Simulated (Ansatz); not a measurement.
MgS, space group Fm-3m (No. 225), a = 5.203 Å, b = 5.203 Å, c = 5.203 Å, α = 90.00°, β = 90.00°, γ = 90.00°

| site | Wyckoff | x | y | z |
| --- | --- | --- | --- | --- |
| Mg | 4a | 0.0000 | 0.0000 | 0.0000 |
| S | 4b | 0.5000 | 0.0000 | 0.0000 |

Source: a calculation's input that goes back to an entry of the Crystallography Open Database (an earlier step may have relaxed or displaced it).

Q: Describe the coordination of Mg.

A: MgS6: an essentially ideal octahedron (coordination number 6, S = 0.00; next best trigonal prism, S = 16.7). Bonds: 6 × Mg–S 2.60 Å. The next neighbour, not counted, lies at 3.68 Å.

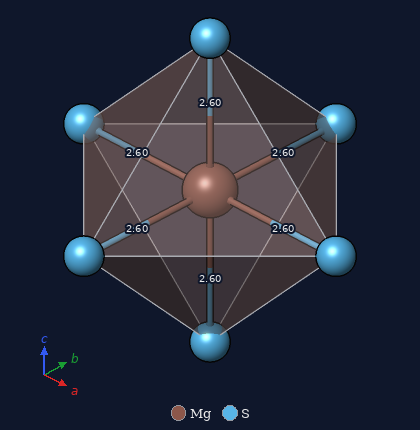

The polyhedron about Mg. The shape measure S (0 to 100) is the computed least-squares distance from an ideal polyhedron; S = 0 means ideal.
